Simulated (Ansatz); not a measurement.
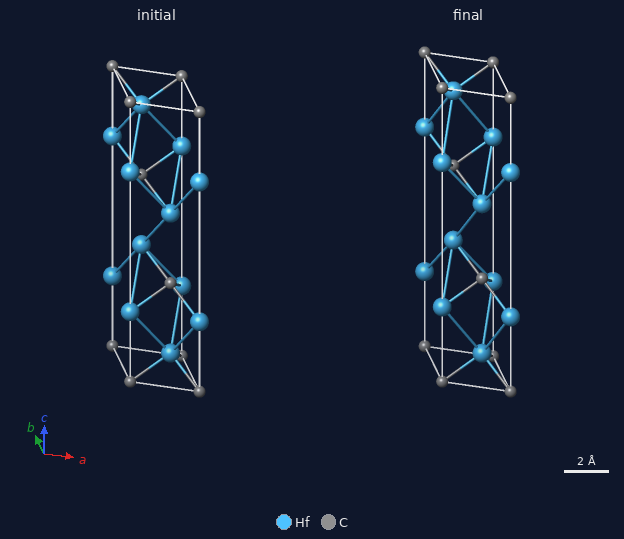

The structure of crystalline Hf2C (built on the cadmium chloride_166 type) (coarse preliminary run) before (left) and after (right) a relaxation, at one scale.

The picture is a ball-and-stick view of the conventional cell (3 times the calculation's cell), seen from a free direction. Lengths and directions refer to the drawn axes.

Case: anti-cadmium chloride type (R-3m, No. 166).

Method: DFT PBE, scalar-relativistic, plane waves, PAW in Ansatz 0.2.0. Set-up: plane-wave cutoff 420 eV; k-point mesh 6 × 6 × 6; occupations gaussian; smearing width 0.1 eV; no spin polarisation; cell and atoms relaxed; force threshold 0.04 eV/Å; at most 70 steps.

Question: Summarise the run.

Answer: Over 4 accepted moves (5 points after the start) the energy falls by 43.4 meV per atom. Largest force component: 1 eV/Å at the start, 0.013 eV/Å at the end. Pressure: 0.18 GPa at the start and 0.05 GPa at the end. At 1 point the geometry stayed and the basis and grid were re-selected for the new cell (energy shift of 0.6 meV per atom at most each time). The largest moves relative to the cell, 0.068 Å, are those of Hf atoms. C stays in place. Cell: a = b 3.330 → 3.287 Å (−1.3 %), c 15.088 → 15.850 Å (+5.1 %). Volume +2.3 %. Among the contacts that change: Hf–Hf 3.166 → 3.364 Å, Hf–Hf 3.330 → 3.287 Å, C–Hf 2.297 → 2.274 Å, Hf–Hf 3.166 → 3.143 Å. The space group stays R-3m (No. 166).
